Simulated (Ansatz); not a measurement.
```cif
data_structure
_symmetry_space_group_name_H-M 'P 1'
_symmetry_Int_Tables_number 1
_cell_length_a 5.4470
_cell_length_b 5.4470
_cell_length_c 7.4400
_cell_angle_alpha 90.000
_cell_angle_beta 90.000
_cell_angle_gamma 90.000
_cell_volume 220.74
loop_
_atom_site_label
_atom_site_type_symbol
_atom_site_fract_x
_atom_site_fract_y
_atom_site_fract_z
_atom_site_occupancy
Pt1 Pt 0.00000 0.00000 0.00000 1
Fe1 Fe 0.00000 0.00000 0.50000 1
Fe2 Fe 0.00000 0.50000 0.00000 1
Fe3 Fe 0.00000 0.50000 0.50000 1
Fe4 Fe 0.50000 0.00000 0.00000 1
Fe5 Fe 0.50000 0.00000 0.50000 1
Fe6 Fe 0.50000 0.50000 0.00000 1
Pt2 Pt 0.50000 0.50000 0.50000 1
Fe7 Fe 0.25000 0.25000 0.25000 1
Pt3 Pt 0.25000 0.25000 0.75000 1
Pt4 Pt 0.25000 0.75000 0.25000 1
Pt5 Pt 0.25000 0.75000 0.75000 1
Pt6 Pt 0.75000 0.25000 0.25000 1
Pt7 Pt 0.75000 0.25000 0.75000 1
Pt8 Pt 0.75000 0.75000 0.25000 1
Fe8 Fe 0.75000 0.75000 0.75000 1
```

These are results of DFT PBE, spin-orbit coupling, plane waves, PAW (Ansatz 0.2.0), not measurements.

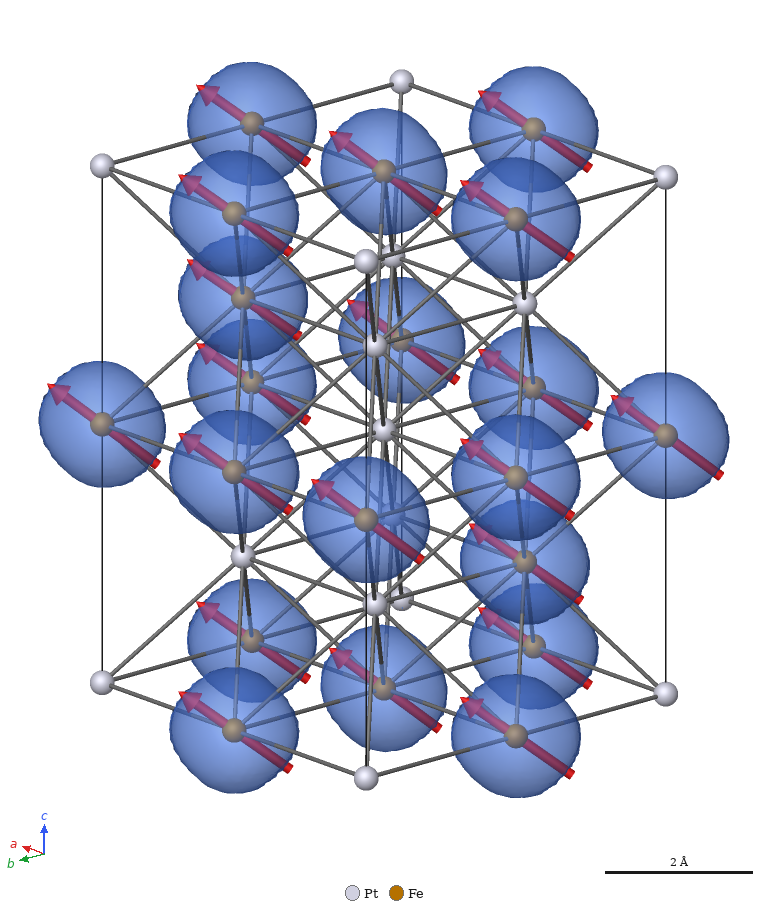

FePt (cell with a defect). Isosurface of the size of the magnetisation density at 0.2 e/Å³ (blue), with the spin moments of the magnetic sites as arrows; seen at an oblique angle.

In a PAW calculation such maps are meaningful between the atoms, not at the nuclei.

Describe the magnetic structure.

Spin moments: Fe 2.8 μB. All point the same way (ferromagnetic).
